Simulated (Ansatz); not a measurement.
The structure in question:

```xyz
16
Lattice="4.7573 0.0000 0.0000 0.0000 5.5968 0.0000 0.0000 0.0000 6.4363" Properties=species:S:1:pos:R:3 pbc="T T T"
Al    2.3786    0.0000    0.0000
Ni    1.1893    4.1976    1.6091
Ni    0.0000    0.0000    0.0000
Ni    1.1893    1.3992    1.6091
Al    2.3786    2.7984    3.2182
Ni    1.1893    1.3992    4.8273
Ni    0.0000    2.7984    3.2182
Ni    1.1893    4.1976    4.8273
Al    0.0000    0.0000    3.2182
Ni    3.5680    4.1976    4.8273
Ni    2.3786    0.0000    3.2182
Ni    3.5680    1.3992    4.8273
Al    0.0000    2.7984    0.0000
Ni    3.5680    1.3992    1.6091
Ni    2.3786    2.7984    0.0000
Ni    3.5680    4.1976    1.6091
```

What crystal do these data define?

Answer. It has the composition AlNi3. Space group: Fmmm (No. 69). Lattice: face-centred orthorhombic. Atoms per cell: 16 (4 Al, 12 Ni). The neighbours of Al are ten Ni at 2.38 to 2.44 Å. Ni takes two kinds of site: 8f with six Ni and four Al (2.38 to 2.44 Å to Ni, 2.44 Å to Al); 4a with eight Ni and two Al (2.44 Å to Ni, 2.38 Å to Al). The bonds build a three-dimensional framework.

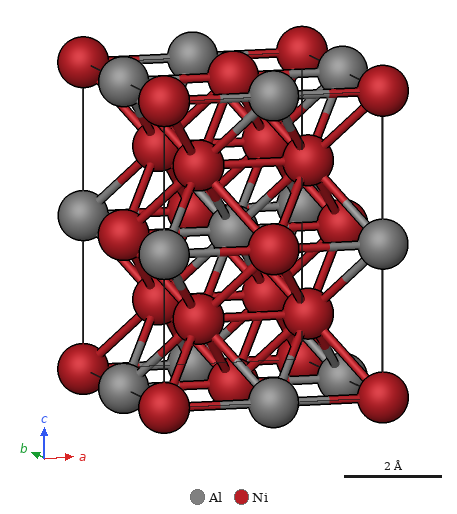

Shown here is a ball-and-stick view of the crystal, taken slightly off an axis. The lines enclose the conventional unit cell; boundary atoms appear with their images. Colours: aluminium grey, nickel red.

The model was built from a structure listed in the Materials Project. The cell was then strained or its atoms displaced on purpose. Ansatz was used for an electronic-structure calculation on it.

At this level of theory the cell isn't at rest (compressed, at 8 GPa), so its distances can differ from those at equilibrium, the more so the softer the solid.
